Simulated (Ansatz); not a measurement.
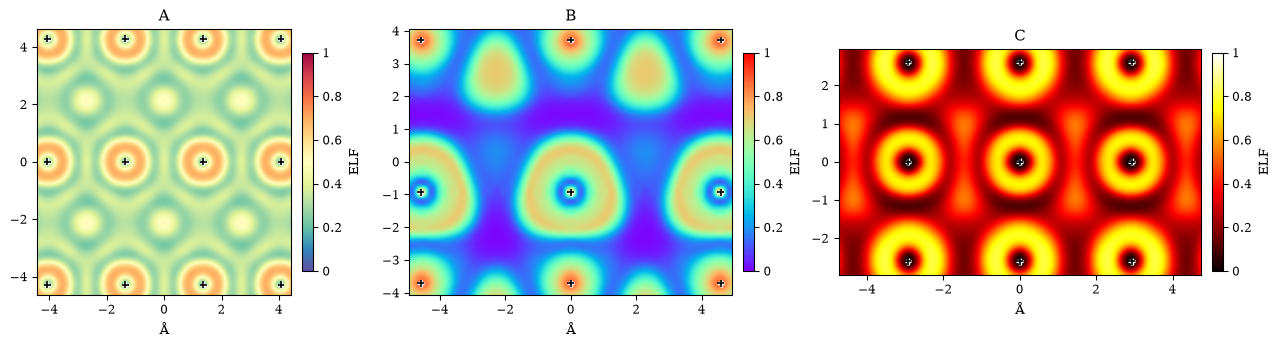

The electron localisation function of 3 systems, each on a plane through atoms (crosses mark nuclei in the plane).

These are results of DFT, PBE, PAW with Ansatz's default frozen-core files, scalar-relativistic in Ansatz, not measurements.

System 1: Os, the (010) plane of the conventional cell. Space group P6₃/mmc; computed pressure about 18 GPa in this cell; computed without spin polarisation.

System 2: AgI, the (100) plane of the conventional cell. Space group P6₃mc; changed on purpose from its base cell (zz strain of -1 %, PAW files); computed pressure about 2 GPa in this cell.

```
Ag I
1.0
     4.58000    0.00000    0.00000
    -2.29000    3.96640    0.00000
     0.00000    0.00000    7.43490
Ag I
2 2
Direct
  0.33333 0.66667 0.00000
  0.66667 0.33333 0.50000
  0.33333 0.66667 0.37500
  0.66667 0.33333 0.87500
```

System 3: TaN, the (11̄0) plane of the conventional cell. Space group P6/mmm; computed pressure about 4 GPa in this cell.

```xyz
6
Lattice="5.2193 0.0000 0.0000 -2.6097 4.5201 0.0000 0.0000 0.0000 2.9273" Properties=species:S:1:pos:R:3 pbc="T T T"
Ta    0.0000    0.0000    0.0000
Ta    0.0000    3.0134    1.4636
Ta    2.6097    1.5067    1.4636
N     2.6097    0.0000    0.0000
N     1.3048    2.2600    0.0000
N    -1.3048    2.2600    0.0000
```

### Match each panel to its system.

Panel A is system 1, Os: the plane holds Os. Os–Os (2.72 Å): the ELF is about 0.40 at the midpoint. Panel B is system 2, AgI: the plane holds Ag and I. Ag–I (2.79 Å): the ELF is about 0.35 at the midpoint and 0.15 at its lowest between the atoms. Panel C is system 3, TaN: the plane holds Ta and N. Ta–Ta (2.93 Å): the ELF is about 0.40 at the midpoint.
